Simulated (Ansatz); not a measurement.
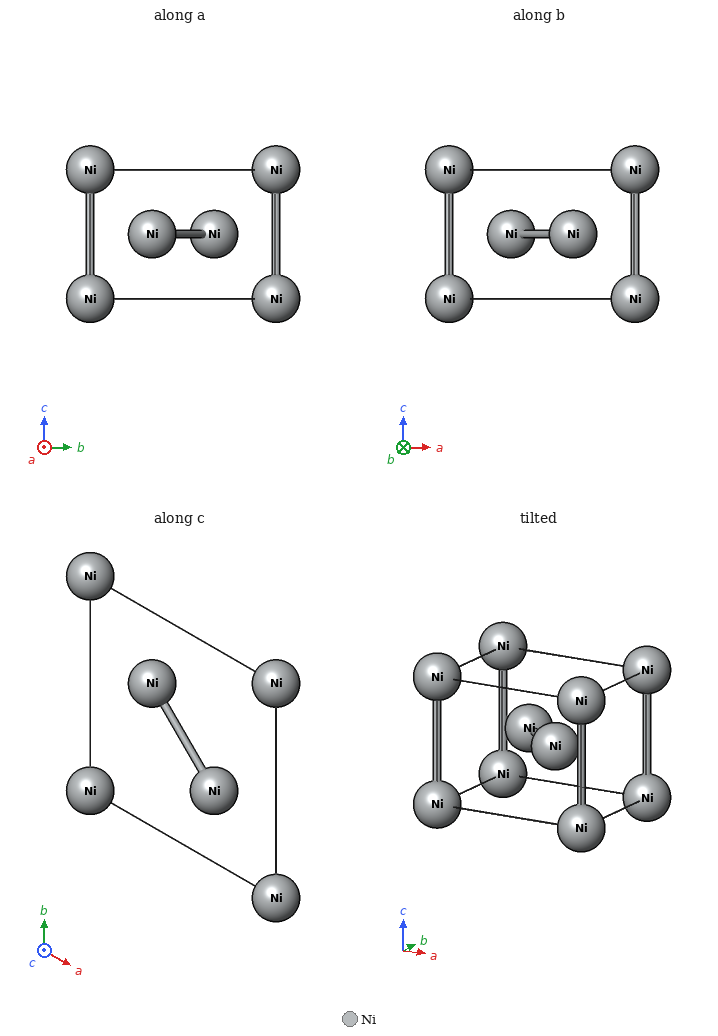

An orthographic ball-and-stick view of the structure, along the a axis, along the b axis, along the c axis and slightly off an axis. Atoms at the boundary of the conventional unit cell (the box) are drawn once for each face, edge or corner they touch.

Lattice parameters: a = 4.0464 Å, b = 4.0464 Å, c = 2.4344 Å, α = 90.000°, β = 90.000°, γ = 120.000°.

Question: From the views, write a CIF in P1 with every atom of the cell.

Answer:
```cif
data_structure
_symmetry_space_group_name_H-M 'P 1'
_symmetry_Int_Tables_number 1
_cell_length_a 4.0464
_cell_length_b 4.0464
_cell_length_c 2.4344
_cell_angle_alpha 90.000
_cell_angle_beta 90.000
_cell_angle_gamma 120.000
_cell_volume 34.52
loop_
_atom_site_label
_atom_site_type_symbol
_atom_site_fract_x
_atom_site_fract_y
_atom_site_fract_z
_atom_site_occupancy
Ni1 Ni 0.0000 0.0000 0.0000 1
Ni2 Ni 0.3333 0.6667 0.5000 1
Ni3 Ni 0.6667 0.3333 0.5000 1
```

Its origin is a structure type filled with this element by a generator (whether the element takes this form wasn't checked). Earlier steps of the study may have refined or changed the cell and positions. An electronic-structure calculation with Ansatz was run on it.

At this level of theory the cell isn't at rest (stretched, at -7 GPa), so its distances can differ from those at equilibrium, the more so the softer the solid.
